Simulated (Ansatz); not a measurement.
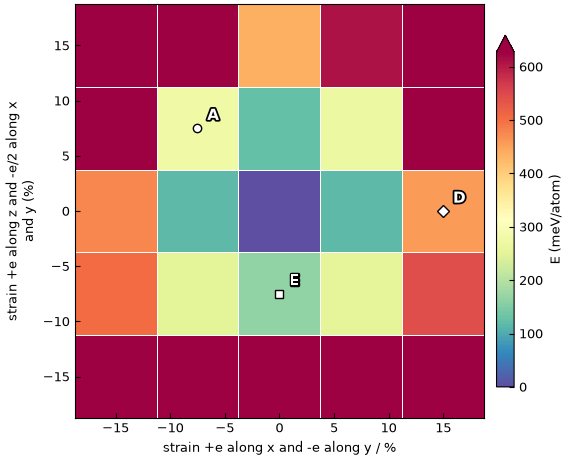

TaN (P6_3mc, No. 186; 4 atoms in the cell). The energy is mapped over two homogeneous strains (x along [1 0 0], y along [1 2 0], z along [0 0 1] of the conventional cell). The first coordinate is: strain +e along x and -e along y; the second: strain +e along z and -e/2 along x and y. Nothing is relaxed (fractional coordinates fixed). The scan uses a 5 × 5 grid. Points are written as (first, second). All energies are given in meV/atom relative to the lowest grid point. The lowest point has no gap; 1 points of the grid have one on the k-mesh. These are results of Ansatz, DFT PBE, scalar-relativistic, plane waves, PAW, not measurements. Settings: cutoff 520 eV, k-mesh 15×15×8 in the order of the run's cell vectors, gaussian smearing 0.15 eV, no spin polarisation.

Drawn: one coloured cell a grid point, one colour for all values above the top of the scale, lettered points.

Q: Which space group has the cell at each letter?

A: A: Cmc2_1; D: Cmc2_1; E: P6_3mc.

Q: Rank the lettered points by energy, lowest first.

A: E (165 meV/atom), A (274 meV/atom), D (458 meV/atom).

PAW datasets: the set soft_1.
